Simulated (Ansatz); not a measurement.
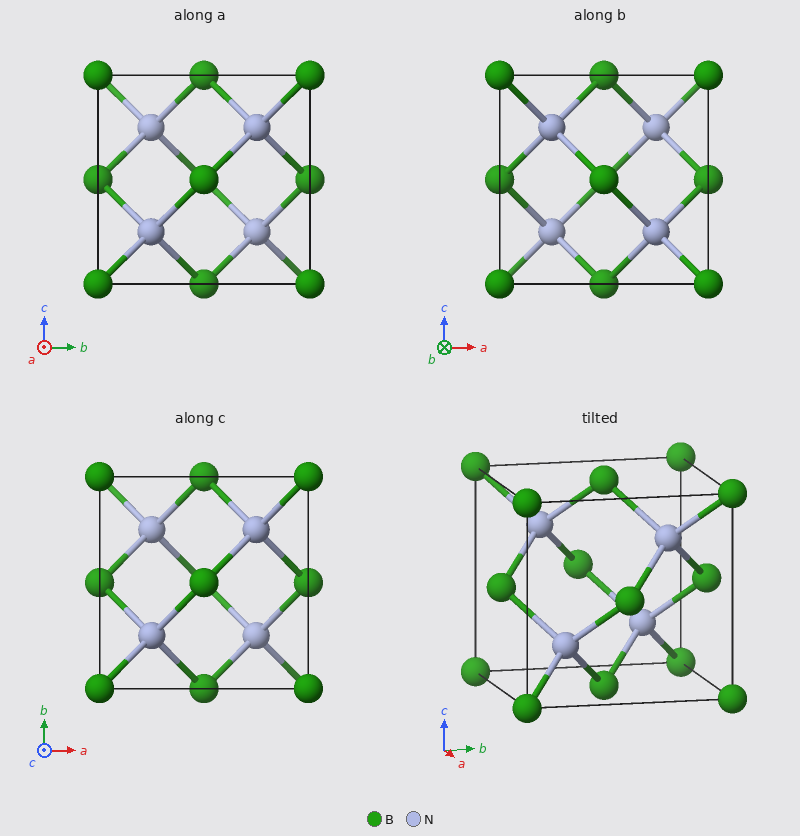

An orthographic ball-and-stick view of the structure, along the a axis, along the b axis, along the c axis and slightly off an axis. Lines trace the edges of the drawn cell (a repeat of the simulation cell).

Lattice parameters: a = 3.5703 Å, b = 3.6247 Å, c = 3.5703 Å, α = 90.000°, β = 90.000°, γ = 90.000°.

**Write the structure as a CIF in P1 with every atom of the cell.**

```cif
data_structure
_symmetry_space_group_name_H-M 'P 1'
_symmetry_Int_Tables_number 1
_cell_length_a 3.5703
_cell_length_b 3.6247
_cell_length_c 3.5703
_cell_angle_alpha 90.000
_cell_angle_beta 90.000
_cell_angle_gamma 90.000
_cell_volume 46.21
loop_
_atom_site_label
_atom_site_type_symbol
_atom_site_fract_x
_atom_site_fract_y
_atom_site_fract_z
_atom_site_occupancy
B1 B 0.0000 0.0000 0.0000 1
N1 N 0.7500 0.2500 0.2500 1
B2 B 0.5000 0.0000 0.5000 1
N2 N 0.2500 0.2500 0.7500 1
B3 B 0.5000 0.5000 0.0000 1
N3 N 0.2500 0.7500 0.2500 1
B4 B 0.0000 0.5000 0.5000 1
N4 N 0.7500 0.7500 0.7500 1
```

Origin of the cell: a structure type filled with these elements by a generator (whether the compound takes this form wasn't checked). The cell was then strained or its atoms displaced on purpose. It was the input of a calculation with Ansatz.

At this level of theory the cell isn't at rest (compressed, at 12 GPa), so its distances can differ from those at equilibrium, the more so the softer the solid.
